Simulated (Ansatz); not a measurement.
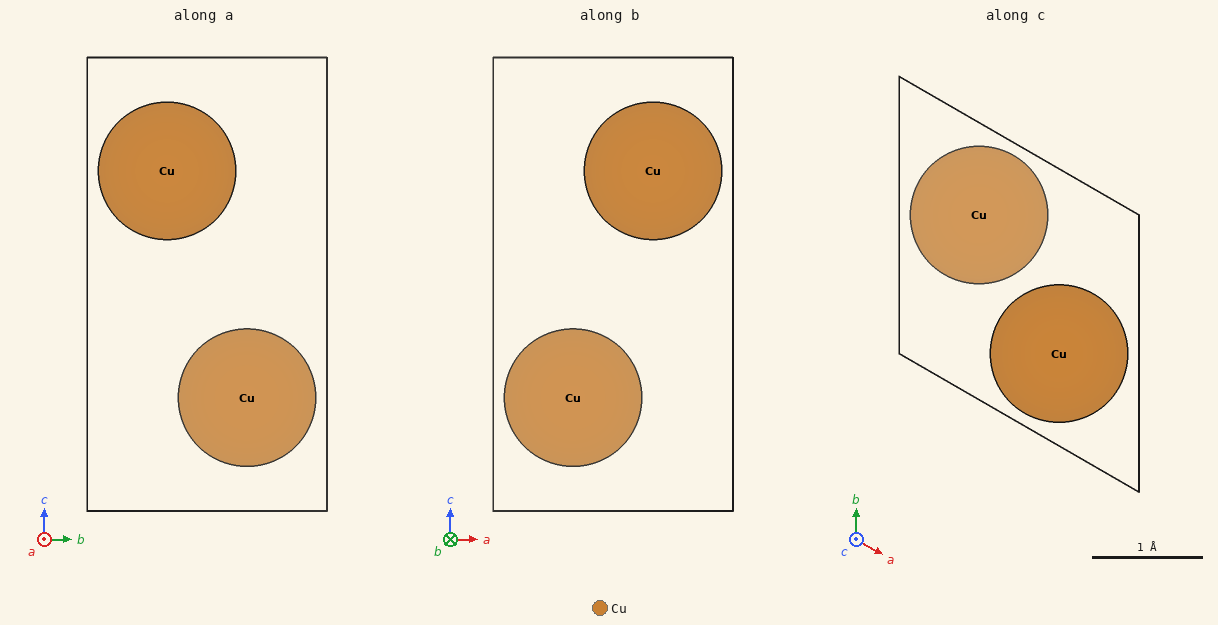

The figure gives a spheres-only picture of the atoms, viewed along the a axis, along the b axis and along the c axis. The lines enclose the conventional unit cell; boundary atoms appear with their images.

Lattice parameters: a = 2.5288 Å, b = 2.5288 Å, c = 4.1387 Å, α = 90.000°, β = 90.000°, γ = 120.000°.

> Record the structure as a CIF with its space group and independent sites.

```cif
data_structure
_symmetry_space_group_name_H-M 'P 63/m m c'
_symmetry_Int_Tables_number 194
_cell_length_a 2.5288
_cell_length_b 2.5288
_cell_length_c 4.1387
_cell_angle_alpha 90.000
_cell_angle_beta 90.000
_cell_angle_gamma 120.000
_cell_volume 22.92
loop_
_atom_site_label
_atom_site_type_symbol
_atom_site_symmetry_multiplicity
_atom_site_Wyckoff_symbol
_atom_site_fract_x
_atom_site_fract_y
_atom_site_fract_z
_atom_site_occupancy
Cu1 Cu 2 c 0.3333 0.6667 0.2500 1
```

It goes back to a structure type filled with this element by a generator (whether the element takes this form wasn't checked). Earlier steps of the study may have refined or changed the cell and positions. It was the input of a calculation with Ansatz.
